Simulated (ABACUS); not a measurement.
**Run report: Bi, band-structure run (part 2 of 2)**

Continued. System: Bi (Im-3m, 1 atom in the cell). Method: Kohn-Sham DFT of a periodic cell, r2SCAN, SG15 ONCV 1.2 PBE, no spin polarisation (ABACUS 3.10.1); cutoff 1360.57 eV, 7×7×7 k-mesh, fermi-dirac of 0.05 eV. The structure derives from a Materials Project entry.

Geometry of the input (Å; fractional positions):
```
-1.9814  1.9814  1.9814
1.9814  -1.9814  1.9814
1.9814  1.9814  -1.9814
Bi 0.0000  0.0000  0.0000
```

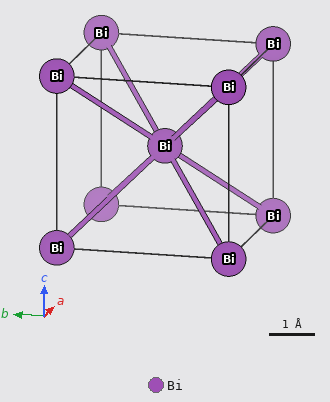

Figure 1. The input geometry (ball-and-stick view of the cell 2 times as large as that of the calculation, set on its symmetry axes, seen at an oblique angle).

## Output, continued
```
 LCAO ALGORITHM --------------- ION=   1  ELEC=   4--------------------------------

 Density error is 0.000276477874557
----------------------------------------------------------
     Energy           Rydberg                 eV
----------------------------------------------------------
 E_KohnSham     -135.2046590079      -1839.5537586538
 E_Harris       -135.2141549360      -1839.6829573849
 E_Fermi        0.8928314184         12.1475946438
----------------------------------------------------------

 LCAO ALGORITHM --------------- ION=   1  ELEC=   5--------------------------------

 Density error is 0.000105853481373
----------------------------------------------------------
     Energy           Rydberg                 eV
----------------------------------------------------------
 E_KohnSham     -135.2046705506      -1839.5539157011
 E_Harris       -135.2010824361      -1839.5050968981
 E_Fermi        0.8924021033         12.1417535127
----------------------------------------------------------

 LCAO ALGORITHM --------------- ION=   1  ELEC=   6--------------------------------

 Density error is 9.90915342493e-06
----------------------------------------------------------
     Energy           Rydberg                 eV
----------------------------------------------------------
 E_KohnSham     -135.2046707769      -1839.5539187799
 E_Harris       -135.2052074721      -1839.5612208933
 E_Fermi        0.8925304346         12.1434995483
----------------------------------------------------------

 LCAO ALGORITHM --------------- ION=   1  ELEC=   7--------------------------------

 Density error is 1.35067280611e-06
----------------------------------------------------------
     Energy           Rydberg                 eV
----------------------------------------------------------
 E_KohnSham     -135.2046707806      -1839.5539188304
 E_Harris       -135.2047379211      -1839.5548323236
 E_Fermi        0.8925173543         12.1433215819
----------------------------------------------------------

 LCAO ALGORITHM --------------- ION=   1  ELEC=   8--------------------------------

 Density error is 3.2993976556e-08
----------------------------------------------------------
     Energy           Rydberg                 eV
----------------------------------------------------------
 E_KohnSham     -135.2046707806      -1839.5539188304
 E_KS(sigma->0) -135.2043345612      -1839.5493443301
 E_Harris       -135.2046735596      -1839.5539566399
 E_band         -5.4722120046        -74.4532639269
 E_one_elec     -36.9265400819       -502.4113525398
 E_Hartree      26.1051024696        355.1781404601
 E_xc           -15.0411380691       -204.6451821441
 E_Ewald        -109.3414226603      -1487.6663756060
 E_entropy(-TS) -0.0006724389        -0.0091490007
 E_descf        0.0000000000         0.0000000000
 E_exx          0.0000000000         0.0000000000
 E_Fermi        0.8925154626         12.1432958443
----------------------------------------------------------

 charge density convergence is achieved
 final etot is -1839.5539188 eV
 EFERMI = 12.143295844 eV
The vacuum level is 13.419855815 eV

 STATE ENERGY(eV) AND OCCUPATIONS    NSPIN == 1
 1/20 kpoint (Cartesian) = 0.0000 0.0000 0.0000 (893 pws)
       1       -10.5885     0.00583090
       2       -10.5885     0.00583090
       3       -10.5885     0.00583090
       4       -10.4323     0.00583090
       5       -10.4323     0.00583090
       6       -2.12009     0.00583090
       7        17.2803    1.39971e-47
       8        17.2803    1.39971e-47
       9        17.2803    1.39971e-47
      10        21.8827    1.47894e-87
      11        24.9385        0.00000
      12        24.9385        0.00000
      13        24.9385        0.00000
      14        27.4118        0.00000
      15        27.4118        0.00000
      16        61.3163        0.00000
      17        61.3163        0.00000
      18        61.3163        0.00000

 2/20 kpoint (Cartesian) = 0.036049 -0.036049 0.0000 (883 pws)
       1       -10.5973      0.0699708
       2       -10.5740      0.0699708
       3       -10.5421      0.0699708
       4       -10.4424      0.0699708
       5       -10.4345      0.0699708
       6       -1.74335      0.0699708
       7        14.4091    1.46081e-21
       8        16.3086    4.62866e-38
       9        17.0651    1.24434e-44
      10        22.5700        0.00000
      11        23.8141        0.00000
      12        25.3745        0.00000
      13        26.7645        0.00000
      14        26.9849        0.00000
      15        27.5035        0.00000
      16        57.0767        0.00000
      17        59.0909        0.00000
      18        62.3575        0.00000

 3/20 kpoint (Cartesian) = 0.072098 -0.072098 0.0000 (885 pws)
       1       -10.6172      0.0699708
       2       -10.5551      0.0699708
       3       -10.4538      0.0699708
       4       -10.4389      0.0699708
       5       -10.4362      0.0699708
       6      -0.675026      0.0699708
       7        10.3980      0.0699708
       8        14.7970    6.24194e-25
       9        16.4657    2.00044e-39
      10        20.2493    2.73793e-72
      11        21.9853    2.28438e-87
      12        26.6163        0.00000
      13        27.1921        0.00000
      14        30.8958        0.00000
      15        31.1903        0.00000
      16        36.7428        0.00000
      17        46.6959        0.00000
      18        63.5787        0.00000

 4/20 kpoint (Cartesian) = 0.10815 -0.10815 0.0000 (887 pws)
       1       -10.6331      0.0699708
       2       -10.5601      0.0699708
       3       -10.4452      0.0699708
       4       -10.4422      0.0699708
       5       -10.3493      0.0699708
       6       0.647534      0.0699708
       7        7.46581      0.0699708
       8        13.8762    6.21457e-17
       9        15.9838    3.06622e-35
      10        19.1315    1.40009e-62
      11        20.9576    1.92771e-78
      12        27.3070        0.00000
      13        29.2221        0.00000
      14        32.1983        0.00000
      15        32.3424        0.00000
      16        37.1197        0.00000
      17        47.4075        0.00000
      18        47.5478        0.00000

 5/20 kpoint (Cartesian) = 0.036049 0.036049 -0.072098 (896 pws)
       1       -10.5975       0.139942
       2       -10.5661       0.139942
       3       -10.4697       0.139942
       4       -10.4551       0.139942
       5       -10.4377       0.139942
       6       -1.01757       0.139942
       7        11.7649       0.139869
       8        14.5961    6.93246e-23
       9        16.1220    3.86414e-36
      10        22.0259    2.02506e-87
      11        22.8824        0.00000
      12        25.5170        0.00000
      13        26.7869        0.00000
      14        28.9352        0.00000
      15        31.2696        0.00000
      16        39.4118        0.00000
      17        46.0621        0.00000
      18        76.7826        0.00000

 6/20 kpoint (Cartesian) = 0.036049 0.072098 -0.10815 (894 pws)
       1       -10.6099       0.279883
       2       -10.5462       0.279883
       3       -10.4555       0.279883
       4       -10.4462       0.279883
       5       -10.3890       0.279883
       6       0.236602       0.279883
       7        8.84528       0.279883
       8        12.7224    2.61034e-06
       9        15.3839    1.99374e-29
      10        20.7942    2.02542e-76
      11        22.9724        0.00000
      12        26.0879        0.00000
      13        29.5668        0.00000
      14        31.1300        0.00000
      15        32.6162        0.00000
      16        37.1772        0.00000
      17        44.9405        0.00000
      18        54.2718        0.00000

[... levels at 14 further k points ...]

 correction force for each atom along direction 1 is 2.01593e-16
 correction force for each atom along direction 2 is -2.33475e-14
 correction force for each atom along direction 3 is -1.03548e-14
------------------------------------------------------------------------------------------
 TOTAL-FORCE (eV/Angstrom)
------------------------------------------------------------------------------------------
                       Bi1         0.0000000000         0.0000000000         0.0000000000
------------------------------------------------------------------------------------------

----------------------------------------------------------------
 TOTAL-STRESS (KBAR)
----------------------------------------------------------------
        10.7209474441         0.0000000000        -0.0000000000
        -0.0000000000        10.7209474441        -0.0000000000
         0.0000000000         0.0000000000        10.7209474441
----------------------------------------------------------------
 TOTAL-PRESSURE: 10.720947 KBAR

 --------------------------------------------
 !FINAL_ETOT_IS -1839.5539188304239815 eV
 --------------------------------------------
```

## Standard output
```
ABACUS v3.10.1

               Atomic-orbital Based Ab-initio Computation at UStc

 dft_functional readin is: MGGA_X_R2SCAN+MGGA_C_R2SCAN
 dft_functional in pseudopot file is: PBE
 Please make sure this is what you need

%%%%%%%%%%%%%%%%%%%%%%%%%%%%%%%%%%%%%%%%%%%%%%%%%%%%%%%%%%%%%%%%%%%%%%%%%%%%%%%%%%%%%%%%%%%%%%%%%%%%%%%%%
 Warning: the number of valence electrons in pseudopotential > 5 for Bi: [Xe] 4f14 5d10 6s2 6p3
 Pseudopotentials with additional electrons can yield (more) accurate outcomes, but may be less efficient.
 If you're confident that your chosen pseudopotential is appropriate, you can safely ignore this warning.
%%%%%%%%%%%%%%%%%%%%%%%%%%%%%%%%%%%%%%%%%%%%%%%%%%%%%%%%%%%%%%%%%%%%%%%%%%%%%%%%%%%%%%%%%%%%%%%%%%%%%%%%%

 UNIFORM GRID DIM        : 45 * 45 * 45
 UNIFORM GRID DIM(BIG)   : 15 * 15 * 15
func,idMGGA_X_R2SCAN 497
func,idMGGA_C_R2SCAN 498
 ---------------------------------------------------------
 Self-consistent calculations for electrons
 ---------------------------------------------------------
 SPIN    KPOINTS         PROCESSORS  THREADS     NBASE
 1       20              4           4           18
 ---------------------------------------------------------
 Use Systematically Improvable Atomic bases
 ---------------------------------------------------------
 ELEMENT ORBITALS        NBASE       NATOM       XC
 Bi      2s2p2d-8au      18          1
 ---------------------------------------------------------
 Initial plane wave basis and FFT box
 ---------------------------------------------------------
 -------------------------------------------
 SELF-CONSISTENT :
 -------------------------------------------
 START CHARGE      : atomic
 ITER       ETOT/eV          EDIFF/eV         DRHO         DKIN     TIME/s
 GE1     -1.83917593e+03   0.00000000e+00   1.5308e-02   5.1887e-01   0.61
 GE2     -1.83953169e+03  -3.55764639e-01   3.0358e-03   1.2369e-01   0.59
 GE3     -1.83955307e+03  -2.13820826e-02   1.1934e-03   2.3616e-02   0.59
 GE4     -1.83955376e+03  -6.84048526e-04   2.7648e-04   1.1053e-02   0.59
 GE5     -1.83955392e+03  -1.57047267e-04   1.0585e-04   1.3098e-03   0.59
 GE6     -1.83955392e+03  -3.07880109e-06   9.9092e-06   1.7850e-04   0.59
 GE7     -1.83955392e+03  -5.05076808e-08   1.3507e-06   3.6603e-06   0.59
 GE8     -1.83955392e+03  -4.60169662e-11   3.2994e-08   4.9003e-06   0.59
----------------------------------------------------------------
 TOTAL-STRESS (KBAR)
----------------------------------------------------------------
        10.7209474441         0.0000000000        -0.0000000000
        -0.0000000000        10.7209474441        -0.0000000000
         0.0000000000         0.0000000000        10.7209474441
----------------------------------------------------------------
 TOTAL-PRESSURE: 10.720947 KBAR
```

## File mulliken.txt
```
 0
CALCULATE THE MULLIkEN ANALYSIS FOR EACH ATOM
 Total charge:	15
Decomposed Mulliken populations
0                             Zeta of Bi              Spin 1
s                                      0              1.9283
s                                      1              0.0308
SUM OVER M+Zeta                                       1.9591

pz                                     0              1.0873
px                                     0              0.8764
py                                     0              0.9211
SUM OVER M                                            2.8847
pz                                     1             -0.0214
px                                     1             -0.0252
py                                     1             -0.0102
SUM OVER M                                           -0.0568
SUM OVER M+Zeta                                       2.8279

dz^2                                   0              2.0018
dxz                                    0              2.0032
dyz                                    0              2.0024
dx^2-y^2                               0              2.0019
dxy                                    0              2.0034
SUM OVER M                                           10.0127
dz^2                                   1              0.0344
dxz                                    1              0.0442
dyz                                    1              0.0284
dx^2-y^2                               1              0.0279
dxy                                    1              0.0654
SUM OVER M                                            0.2003
SUM OVER M+Zeta                                      10.2130

SUM OVER M+Zeta+L                                    15.0000

Total Charge on atom:                 Bi             15.0000
```

## Summary

| quantity | value |
| --- | --- |
| outcome | converged |
| space group (tolerance 0.01 Å) | Im-3m (229) |
| electrons treated | 15 |
| free energy | −1839.5539 eV |
| Fermi energy of the self-consistent step | 12.143 eV |
| gap on the k-point mesh | none (metallic) |
| pressure | 1.07 GPa |
| largest force (length of the vector) | under 0.001 eV/Å |
| hardware | 4 threads of Intel Xeon (Granite Rapids), 16 GiB of memory available, shared host |
| wall time | 6.8 s (CPU time 27 s) |
| peak memory | 0.36 GiB |

Points of doubt noted for this run: home made orbitals. Spin–orbit coupling is left out, which matters for Bi.
